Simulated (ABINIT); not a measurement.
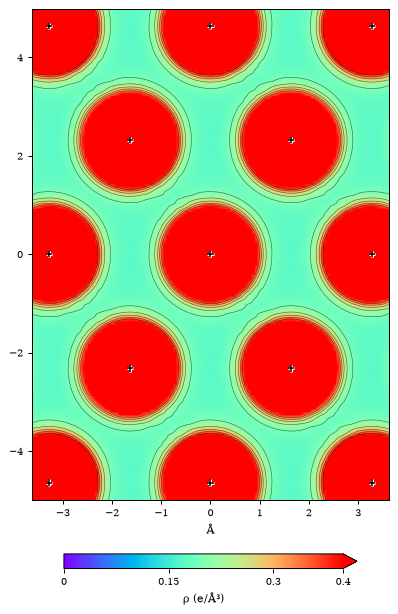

The valence pseudo-density on a plane through atoms (crosses mark nuclei in the plane).

These are results of Kohn-Sham DFT of a periodic cell, PBEsol, PseudoDojo NC SR PBEsol v0.4.1 standard (ABINIT), not measurements.

Candidates:
A. AlPt, a = 3.09 Å, b = 3.09 Å, c = 3.09 Å, α = 90.00°, β = 90.00°, γ = 90.00°. Space group Pm-3m; a structure from a database of computed crystals, not necessarily the ambient phase; computed pressure about −6 GPa in this cell.
B. Ti, a = 3.28 Å, b = 3.28 Å, c = 3.28 Å, α = 90.00°, β = 90.00°, γ = 90.00°. Space group Im-3m; computed pressure about −7 GPa in this cell.

Q: Which candidate gave the map?

A: Candidate B: Ti on the (11̄0) plane of the conventional cell, which holds Ti. Ti–Ti (2.84 Å): the density is about 0.19 e/Å³ at the midpoint.
